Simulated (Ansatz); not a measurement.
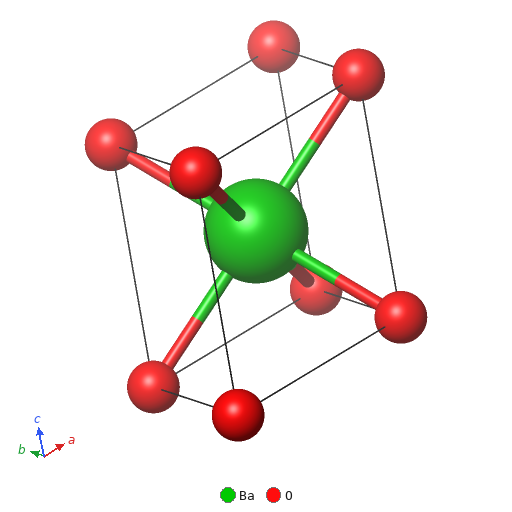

System: BaO, space group Fm-3m (No. 225) (cell built by us, not taken from a database). The picture shows the cell.

Starting cell:
```xyz
2
Lattice="0.0000 2.7868 2.7868 2.7868 0.0000 2.7868 2.7868 2.7868 0.0000" Properties=species:S:1:pos:R:3 pbc="T T T"
Ba    2.7868    2.7868    2.7868
O     0.0000    0.0000    0.0000
```

Computed with Ansatz 0.2.0: elastic stress-strain coefficients at zero temperature from small strains of the given cell, Voigt order xx yy zz yz xz xy, Cartesian axes of the cell vectors; plane waves with PAW datasets, Γ-centred k mesh. Level: PBE, no spin polarisation.

- wave cutoff: 420 eV
- k mesh: 8×8×8
- occupations: fixed
- ions: relaxed
- strain amplitude: 0.002

Describe the result: the Young's modulus as a surface whose radius and colour give its value in each direction.

Over all directions E runs from 89 to 91 GPa, a ratio of 1.02, so the solid is nearly isotropic. E is 89 GPa along x, y and z alike, and 91 GPa along the body diagonal x + y + z. The Hill averages are K = 69 GPa and G = 35 GPa, Poisson's ratio 0.28; K/G = 1.97.

Stiffness matrix C (GPa), Voigt order:
```tsv
	xx	yy	zz	yz	xz	xy
xx	115.4	46.1	46.1	0.0	0.0	0.0
yy	46.1	115.4	46.1	0.0	0.0	0.0
zz	46.1	46.1	115.4	0.0	0.0	0.0
yz	0.0	0.0	0.0	35.6	0.0	0.0
xz	0.0	0.0	0.0	0.0	35.6	0.0
xy	0.0	0.0	0.0	0.0	0.0	35.6
```

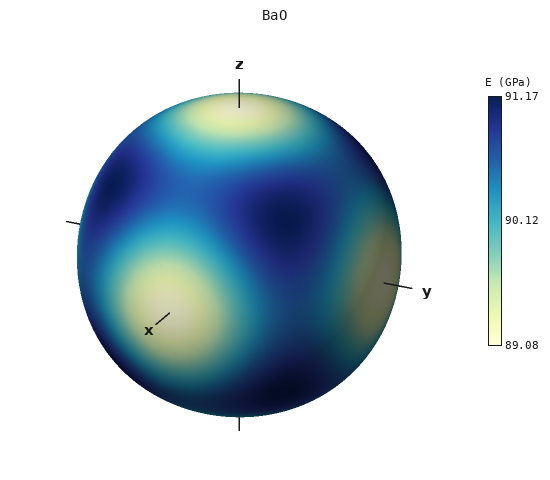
